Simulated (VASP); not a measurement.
# Run report: GaN, geometry relaxation (part 1 of 2)

The run: geometry relaxation of GaN (P6₃mc, 4 atoms in the cell). Method and program: Kohn-Sham DFT of a periodic cell, PBEsol, VASP PAW PBE potentials, recommended, no spin polarisation (VASP 6.6.1).

The structure derives from an entry of the Crystallography Open Database.

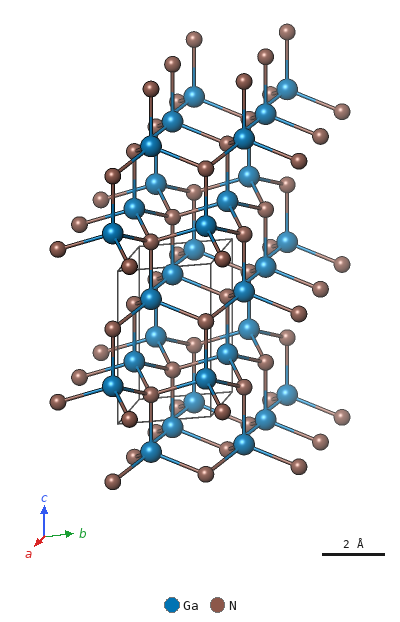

*The starting structure (ball-and-stick view of the cell of the calculation, repeated 3 × 2 × 2, seen slightly off an axis; bonded neighbours outside the cell are drawn too).*

Near neighbours in the crystal (not all of them lie inside the picture): Ga has 4 N at 1.94 to 1.95 Å; N has 4 Ga at 1.94 to 1.95 Å.

Summary:

```json
{"quantity": "outcome", "value": "converged"}
{"quantity": "space group (tolerance 0.01 Å)", "value": "P6₃mc (186)"}
{"quantity": "electrons treated", "value": "36"}
{"quantity": "free energy", "value": "−26.2718 eV"}
{"quantity": "Fermi energy", "value": "5.398 eV"}
{"quantity": "gap on the k-point mesh", "value": "1.91 eV"}
{"quantity": "pressure", "value": "0.00 GPa"}
{"quantity": "final volume", "value": "45.39 Å³"}
{"quantity": "largest force (length of the vector) at the end", "value": "0.006 eV/Å"}
{"quantity": "final cell", "value": "a = 3.180 Å, b = 3.180 Å, c = 5.184 Å, α = 90.00°, β = 90.00°, γ = 120.00°"}
{"quantity": "hardware", "value": "1 thread of Intel Xeon @ 2.90GHz (Ice Lake), 64 GiB of memory available, shared host"}
{"quantity": "wall time", "value": "2.9 min"}
{"quantity": "peak memory", "value": "0.22 GiB"}
```

INCAR:
```
ALGO     = Normal         # electronic algorithm
EDIFF    = 1E-6           # SCF threshold, eV
EDIFFG   = -0.01          # ionic threshold
ENCUT    = 600            # plane-wave cutoff, eV
GGA      = PS             # functional
IBRION   = 2              # ionic algorithm
ISIF     = 3              # what is computed and relaxed
ISMEAR   = 0              # smearing method
LASPH    = True           # aspherical terms in the spheres
LCHARG   = False          # write CHGCAR
LREAL    = False          # projectors in reciprocal space
LWAVE    = False          # write WAVECAR
NELM     = 80             # most SCF steps
NSW      = 90             # ionic steps
PREC     = Accurate       # precision mode
SIGMA    = 0.03           # smearing width, eV
```

KPOINTS:
```
k-points
0
Gamma
  12 12 5
```

POSCAR:
```
GaN
1.0
    3.1800000000      0.0000000000      0.0000000000
   -1.5900000000      2.7539607800      0.0000000000
    0.0000000000      0.0000000000      5.1660000000
Ga N
2 2
Direct
    0.3333333300      0.6666666700      0.0000000000
    0.6666666700      0.3333333300      0.5000000000
    0.3333333300      0.6666666700      0.3750000000
    0.6666666700      0.3333333300      0.8750000000
```

Run as:
```bash
cat potpaw_PBE.64/Ga_d/POTCAR potpaw_PBE.64/N/POTCAR > POTCAR
mpirun -np 1 vasp_std > vasp.out
```

OSZICAR:
```
N       E                     dE             d eps       ncg     rms          rms(c)
DAV:   1     0.290604935810E+03    0.29060E+03   -0.20179E+04  2632   0.333E+03
DAV:   2     0.782563477033E+01   -0.28278E+03   -0.27377E+03  2764   0.569E+02
DAV:   3    -0.283108493663E+02   -0.36136E+02   -0.35789E+02  2868   0.163E+02
DAV:   4    -0.299066609359E+02   -0.15958E+01   -0.15907E+01  3526   0.359E+01
DAV:   5    -0.299337538989E+02   -0.27093E-01   -0.27085E-01  2828   0.427E+00    0.102E+01
DAV:   6    -0.262327412985E+02    0.37010E+01   -0.13389E+01  4598   0.584E+01    0.304E+00
DAV:   7    -0.263140635687E+02   -0.81322E-01   -0.16069E+00  2730   0.110E+01    0.261E+00
DAV:   8    -0.262945914493E+02    0.19472E-01   -0.30546E-01  4370   0.844E+00    0.948E-01
DAV:   9    -0.262690877196E+02    0.25504E-01   -0.12386E-01  4438   0.603E+00    0.288E-01
DAV:  10    -0.262699582681E+02   -0.87055E-03   -0.60979E-03  3012   0.868E-01    0.125E-01
DAV:  11    -0.262698710746E+02    0.87194E-04   -0.88966E-04  3982   0.585E-01    0.190E-02
DAV:  12    -0.262698779682E+02   -0.68936E-05   -0.14125E-04  2886   0.937E-02    0.112E-02
DAV:  13    -0.262698773687E+02    0.59948E-06   -0.14753E-05  3508   0.866E-02    0.328E-03
DAV:  14    -0.262698773995E+02   -0.30815E-07   -0.15564E-06  2130   0.224E-02
   1 F= -.26269877E+02 E0= -.26269877E+02  d E =-.262699E+02
       N       E                     dE             d eps       ncg     rms          rms(c)
DAV:   1    -0.262872760518E+02   -0.17399E-01   -0.11891E+00  3194   0.134E+01    0.919E-01
DAV:   2    -0.262768856372E+02    0.10390E-01   -0.10183E-01  3470   0.553E+00    0.472E-01
DAV:   3    -0.262706212319E+02    0.62644E-02   -0.12258E-02  4184   0.208E+00    0.111E-01
DAV:   4    -0.262704191281E+02    0.20210E-03   -0.28818E-03  2670   0.534E-01    0.403E-02
DAV:   5    -0.262704076631E+02    0.11465E-04   -0.23128E-04  3248   0.179E-01    0.241E-02
DAV:   6    -0.262704040421E+02    0.36210E-05   -0.14154E-05  3320   0.553E-02    0.382E-03
DAV:   7    -0.262704041789E+02   -0.13681E-06   -0.47320E-06  2854   0.310E-02
   2 F= -.26270404E+02 E0= -.26270404E+02  d E =-.526779E-03
       N       E                     dE             d eps       ncg     rms          rms(c)
DAV:   1    -0.262756025230E+02   -0.51985E-02   -0.25885E-01  3214   0.609E+00    0.434E-01
DAV:   2    -0.262732505460E+02    0.23520E-02   -0.21946E-02  3586   0.258E+00    0.221E-01
DAV:   3    -0.262718788608E+02    0.13717E-02   -0.25885E-03  4020   0.959E-01    0.542E-02
DAV:   4    -0.262718320661E+02    0.46795E-04   -0.63120E-04  2752   0.250E-01    0.153E-02
DAV:   5    -0.262718297025E+02    0.23637E-05   -0.53301E-05  3236   0.875E-02    0.909E-03
DAV:   6    -0.262718289356E+02    0.76690E-06   -0.28586E-06  2430   0.256E-02
   3 F= -.26271829E+02 E0= -.26271829E+02  d E =-.195154E-02
       N       E                     dE             d eps       ncg     rms          rms(c)
DAV:   1    -0.262718333001E+02   -0.35977E-05   -0.48423E-04  3194   0.260E-01    0.187E-02
DAV:   2    -0.262718292072E+02    0.40930E-05   -0.40474E-05  3458   0.112E-01    0.954E-03
DAV:   3    -0.262718265133E+02    0.26938E-05   -0.38472E-06  2662   0.404E-02    0.231E-03
DAV:   4    -0.262718264498E+02    0.63509E-07   -0.18150E-06  1496   0.137E-02
   4 F= -.26271826E+02 E0= -.26271826E+02  d E =-.194905E-02
       N       E                     dE             d eps       ncg     rms          rms(c)
DAV:   1    -0.262720732059E+02   -0.24669E-03   -0.49423E-03  3626   0.129E+00    0.975E-02
DAV:   2    -0.262719055304E+02    0.16768E-03   -0.61688E-04  3530   0.544E-01    0.487E-02
DAV:   3    -0.262718430500E+02    0.62480E-04   -0.10593E-04  4066   0.237E-01    0.108E-02
DAV:   4    -0.262718402900E+02    0.27600E-05   -0.31351E-05  2714   0.580E-02    0.364E-03
DAV:   5    -0.262718402196E+02    0.70392E-07   -0.15228E-06  1920   0.138E-02
   5 F= -.26271840E+02 E0= -.26271840E+02  d E =-.137698E-04
       N       E                     dE             d eps       ncg     rms          rms(c)
DAV:   1    -0.262718738798E+02   -0.33590E-04   -0.66861E-04  3648   0.473E-01    0.360E-02
DAV:   2    -0.262718507752E+02    0.23105E-04   -0.83787E-05  3554   0.200E-01    0.178E-02
DAV:   3    -0.262718422432E+02    0.85320E-05   -0.14102E-05  4042   0.872E-02    0.410E-03
DAV:   4    -0.262718417618E+02    0.48139E-06   -0.41580E-06  2396   0.210E-02
   6 F= -.26271842E+02 E0= -.26271842E+02  d E =-.153120E-04
```

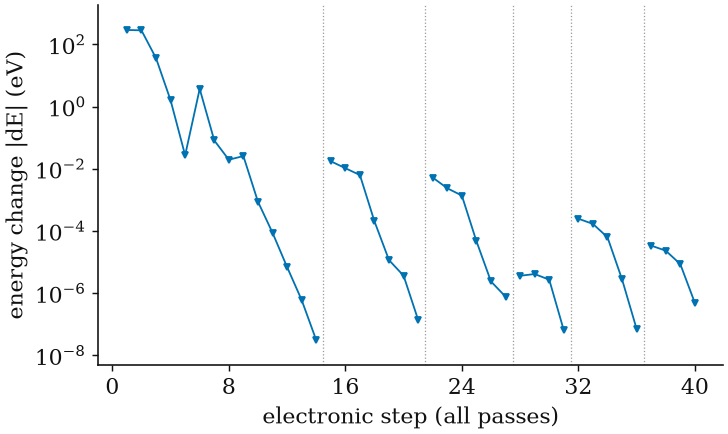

*Convergence of the self-consistent field: energy change |dE| against the electronic step. Each stretch between dotted lines is the SCF of one geometry step of a relaxation.*

The 6 ionic steps take 4 to 14 electronic steps each. The density is held fixed in the first few steps, and dE rises again when its update begins.

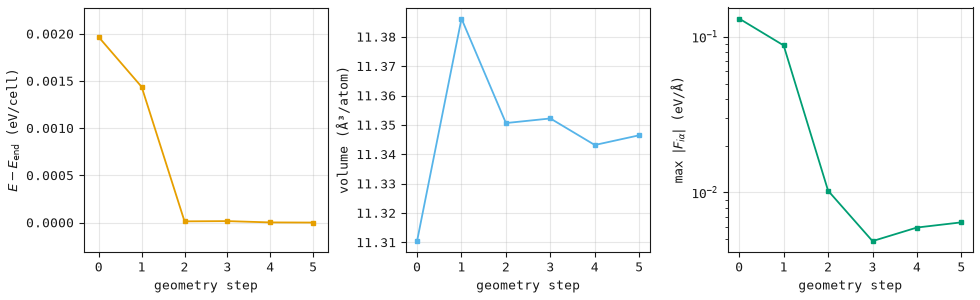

*Progress of the relaxation, step by step (steps are counted from 0).*

No atom moves by more than 0.005 Å relative to the cell. The volume changes by +0.3 %, with a = b stay at 3.180 Å, c 5.166 → 5.184 Å (+0.3 %). Distances before and after: Ga1–N3 1.937 → 1.951 Å. The space group stays P6_3mc (No. 186). The energy falls by 2.0 meV per cell of the calculation in 5 geometry steps. Largest force component: 0.13 eV/Å at the start, 0.0064 eV/Å at the end. (Atoms are counted from 1 in the order of the input.)

Parts of OUTCAR:
```
EDIFF = 1E-6
   EDIFFG = -0.01
   ENCUT = 600
   GGA = PS
   IBRION = 2
   ISIF = 3
   ISMEAR = 0
   LASPH = True
   LREAL = False
   NELM = 80
   NSW = 90
   PREC = Accurate

 ion  position               nearest neighbor table
   1  0.333  0.667  0.000-   3 1.94   4 1.95   4 1.95   4 1.95
   2  0.667  0.333  0.500-   4 1.94   3 1.95   3 1.95   3 1.95
   3  0.333  0.667  0.375-   1 1.94   2 1.95   2 1.95   2 1.95
   4  0.667  0.333  0.875-   2 1.94   1 1.95   1 1.95   1 1.95

  LATTYP: Found a hexagonal cell.
 ALAT       =     3.1800000000
 C/A-ratio  =     1.6245283019

  Lattice vectors:

 A1 = (   3.1800000000,   0.0000000000,   0.0000000000)
 A2 = (  -1.5900000000,   2.7539607800,   0.0000000000)
 A3 = (   0.0000000000,   0.0000000000,   5.1660000000)

Analysis of symmetry for initial positions (statically):
=====================================================================
 Subroutine PRICEL returns:
 Original cell was already a primitive cell.

 Routine SETGRP: Setting up the symmetry group for a
 hexagonal supercell.

 Subroutine GETGRP returns: Found 12 space group operations
 (whereof  6 operations were pure point group operations)
 out of a pool of 24 trial point group operations.

The static configuration has the point symmetry C_3v.
 The point group associated with its full space group is C_6v.

Analysis of symmetry for dynamics (positions and initial velocities):
=====================================================================
 Subroutine PRICEL returns:
 Original cell was already a primitive cell.

 Routine SETGRP: Setting up the symmetry group for a
 hexagonal supercell.

 Subroutine GETGRP returns: Found 12 space group operations
 (whereof  6 operations were pure point group operations)
 out of a pool of 24 trial point group operations.

The dynamic configuration has the point symmetry C_3v.
 The point group associated with its full space group is C_6v.

 Subroutine INISYM returns: Found 12 space group operations
 (whereof  6 operations are pure point group operations),
 and found     1 'primitive' translations

----------------------------------------------------------------------------------------

                                     Primitive cell

  volume of cell :      45.2417

  direct lattice vectors                    reciprocal lattice vectors
     3.180000000  0.000000000  0.000000000     0.314465409  0.181556689  0.000000000
    -1.590000000  2.753960780  0.000000000     0.000000000  0.363113377  0.000000000
     0.000000000  0.000000000  5.166000000     0.000000000  0.000000000  0.193573364

  length of vectors
     3.180000000  3.179999997  5.166000000     0.363113377  0.363113377  0.193573364

  position of ions in fractional coordinates (direct lattice)
     0.333333330  0.666666670  0.000000000
     0.666666670  0.333333330  0.500000000
     0.333333330  0.666666670  0.375000000
     0.666666670  0.333333330  0.875000000

  ion indices of the primitive-cell ions
   primitive index   ion index
                 1           1
                 2           2
                 3           3
                 4           4

----------------------------------------------------------------------------------------

 KPOINTS: k-points

Automatic generation of k-mesh.
 Grid dimensions read from file:
 generate k-points for:   12   12    5

 Generating k-lattice:

  Cartesian coordinates                     Fractional coordinates (reciprocal lattice)
     0.026205451  0.015129724  0.000000000     0.083333333  0.000000000  0.000000000
     0.000000000  0.030259448  0.000000000     0.000000000  0.083333333  0.000000000
     0.000000000  0.000000000  0.038714673     0.000000000  0.000000000  0.200000000

  Length of vectors
     0.030259448  0.030259448  0.038714673

  Shift w.r.t. Gamma in fractional coordinates (k-lattice)
     0.000000000  0.000000000  0.000000000

 Subroutine IBZKPT returns following result:
 ===========================================

 Found     57 irreducible k-points:

 Following reciprocal coordinates:
            Coordinates               Weight
  0.000000  0.000000  0.000000      1.000000
  0.083333  0.000000  0.000000      6.000000
  0.166667 -0.000000  0.000000      6.000000
  0.250000  0.000000  0.000000      6.000000
  0.333333  0.000000  0.000000      6.000000
  0.416667 -0.000000  0.000000      6.000000
  0.500000  0.000000  0.000000      3.000000
  0.083333  0.083333  0.000000      6.000000
  0.166667  0.083333  0.000000     12.000000
  0.250000  0.083333  0.000000     12.000000
  0.333333  0.083333  0.000000     12.000000
  0.416667  0.083333  0.000000     12.000000
  0.166667  0.166667  0.000000      6.000000
  0.250000  0.166667  0.000000     12.000000
  0.333333  0.166667  0.000000     12.000000
  0.416667  0.166667  0.000000      6.000000
  0.250000  0.250000  0.000000      6.000000
  0.333333  0.250000  0.000000     12.000000
  0.333333  0.333333  0.000000      2.000000
  0.000000  0.000000  0.200000      2.000000
  0.083333  0.000000  0.200000     12.000000
  0.166667 -0.000000  0.200000     12.000000
  0.250000  0.000000  0.200000     12.000000
  0.333333  0.000000  0.200000     12.000000
 [... further k-points ...]
   k-points           NKPTS =     57   k-points in BZ     NKDIM =     57   number of bands    NBANDS=     22
   number of dos      NEDOS =    301   number of ions     NIONS =      4
   total plane-waves  NPLWV =  32928
   dimension x,y,z NGX =    28 NGY =   28 NGZ =   42
   dimension x,y,z NGXF=    56 NGYF=   56 NGZF=   84
   ions per type =               2   2
   NGX,Y,Z   is equivalent  to a cutoff of  14.64, 14.64, 13.52 a.u.
   NGXF,Y,Z  is equivalent  to a cutoff of  29.28, 29.28, 27.03 a.u.
 SYSTEM =  unknown system
   PREC   = accura    normal or accurate (medium, high low for compatibility)
   ISTART =      0    job   : 0-new  1-cont  2-samecut
   ICHARG =      2    charge: 1-file 2-atom 10-const
   ISPIN  =      1    spin polarized calculation?
   LNONCOLLINEAR =      F non collinear calculations
   LSORBIT =      F    spin-orbit coupling
   LASPH  =      T    aspherical Exc in radial PAW
   ENCUT  =  600.0 eV  44.10 Ry    6.64 a.u.   6.35  6.35 10.32*2*pi/ulx,y,z
   NELM   =     80;   NELMIN=  2; NELMDL= -5     # of ELM steps
   EDIFF  = 0.1E-05   stopping-criterion for ELM
   LREAL  =      F    real-space projection
   EDIFFG = -.1E-01   stopping-criterion for IOM
   NSW    =     90    number of steps for IOM
   IBRION =      2    ionic relax: 0-MD 1-quasi-New 2-CG
   NFREE  =      1    steps in history (QN), initial steepest desc. (CG)
   ISIF   =      3    stress and relaxation
   ISYM   =      2    0-nonsym 1-usesym 2-fastsym
   POTIM  = 0.5000    time-step for ionic-motion
   TEBEG  =    0.0;   TEEND  =   0.0 temperature during run
   PSTRESS=    0.0 pullay stress
   NELECT =      36.0000    total number of electrons
   NUPDOWN=      -1.0000    fix difference up-down
   EMIN   =  10.00;   EMAX   =-10.00  energy-range for DOS
   EFERMI =   0.00;   METHOD = LEGACY
   ISMEAR =     0;   SIGMA  =   0.03  broadening in eV -4-tet -1-fermi 0-gaus
   EFERMI_NEDOS =   21; number of points for ismear=-14 and -15
   IALGO  =     38    algorithm
   IMIX   =      4    mixing-type and parameters
     AMIX     =   0.40;   BMIX     =  1.00
     AMIX_MAG =   1.60;   BMIX_MAG =  1.00
  volume/ion in A,a.u.               =      11.31        76.33
  Fermi-wavevector in a.u.,A,eV,Ry     =   1.517036  2.866782 31.312427  2.301398
  Thomas-Fermi vector in A             =   2.626345
   LORBIT       =      0    0 simple, 1 ext, 2 COOP (PROOUT), +10 PAW based schemes
   GGA     = PS    functional components
   LHFCALC =     F    Hartree Fock is set to
   AEXX    =    0.0000 exact exchange contribution
   IVDW    =     0    specifies the selected vdW correction
   LEPSILON=     F    determine dielectric tensor
   LRPA    =     F    only Hartree local field effects (RPA)
 conjugate gradient relaxation of ions
 non-spin polarized calculation
 Gauss-broadening in eV      SIGMA  =   0.03
  energy-cutoff  :      600.00
  volume of cell :       45.24
 maximum number of plane-waves:      1529
 NGX is ok and might be reduce to    28
   NGX = 13   NGY = 13   NGZ = 21

--------------------------------------- Ionic step        1  -------------------------------------------

 number of electron      35.9999995 magnetization

 Free energy of the ion-electron system (eV)
  ---------------------------------------------------
  ext. energy  EPLUGINS =         0.00000000
  ---------------------------------------------------
  free energy    TOTEN  =       -26.26987740 eV

  energy without entropy =      -26.26987740  energy(sigma->0) =      -26.26987740

------------------------ aborting loop because EDIFF is reached ----------------------------------------

  FORCE on cell =-STRESS in cart. coord.  units (eV):
  Direction    XX          YY          ZZ          XY          YZ          ZX
  --------------------------------------------------------------------------------------
  -------------------------------------------------------------------------------------
  Total       -0.0138507     -0.0138507      0.5833764      0.0000000      0.0000000      0.0000000
  in kB       -0.4905059     -0.4905059     20.6595162      0.0000000      0.0000000      0.0000000
  external PRESSURE =       6.5595014 kB  Pullay stress =       0.0000000 kB

 VOLUME and BASIS-vectors are now :
 -----------------------------------------------------------------------------
  energy-cutoff  :      600.00
  volume of cell :       45.24
      direct lattice vectors                 reciprocal lattice vectors
     3.180000000  0.000000000  0.000000000     0.314465409  0.181556689  0.000000000
    -1.590000000  2.753960780  0.000000000     0.000000000  0.363113377  0.000000000
     0.000000000  0.000000000  5.166000000     0.000000000  0.000000000  0.193573364

 POSITION                                       TOTAL-FORCE (eV/Angst)
 -----------------------------------------------------------------------------------
     -0.00000      1.83597      0.00000        -0.000000      0.000000     -0.130905
      1.59000      0.91799      2.58300         0.000000     -0.000000     -0.130905
     -0.00000      1.83597      1.93725         0.000000     -0.000000      0.130905
      1.59000      0.91799      4.52025        -0.000000      0.000000      0.130905
 -----------------------------------------------------------------------------------
    total drift:                               -0.000011      0.000006     -0.000065
```
